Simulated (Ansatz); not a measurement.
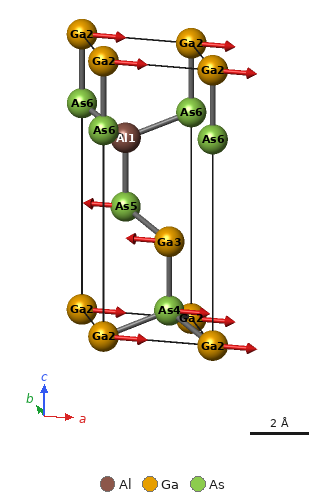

The lowest optical mode of a crystal of AlGa2As3 (a generated structure), space group P3m1 (No. 156), at the zone centre. The red arrows give the relative displacements of the atoms. Style: ball-and-stick. Shown: the cell of the calculation, slightly off an axis.

All numbers below come from Ansatz, DFT PBE, scalar-relativistic, plane waves, PAW. (plane-wave cutoff 420 eV; k-point mesh 12 × 12 × 4; occupations fixed; no spin polarisation)

Frequencies are those without the non-analytic (LO–TO) term.

**Is this crystal at a minimum with respect to the drawn distortion?**

Yes: this softest mode has a real frequency, and so have all others here. That speaks for this wave vector alone: the rest of the zone wasn't checked in this run. This is the E mode (doubly degenerate; one member of the set is drawn) at 56 cm⁻¹, the lowest optical level, infrared- and Raman-active by symmetry. The Al and As (1a) atoms hardly move; the Ga (1a) and As (1c) sublattices move against the Ga (1c) and As (1b) sublattices, along a; it mainly bends the Al–As, As–Ga bonds; the kinetic energy is shared as Ga 51 %, As 49 %. Its infrared intensity is 0.0018 (D/Å)²/amu for the set.
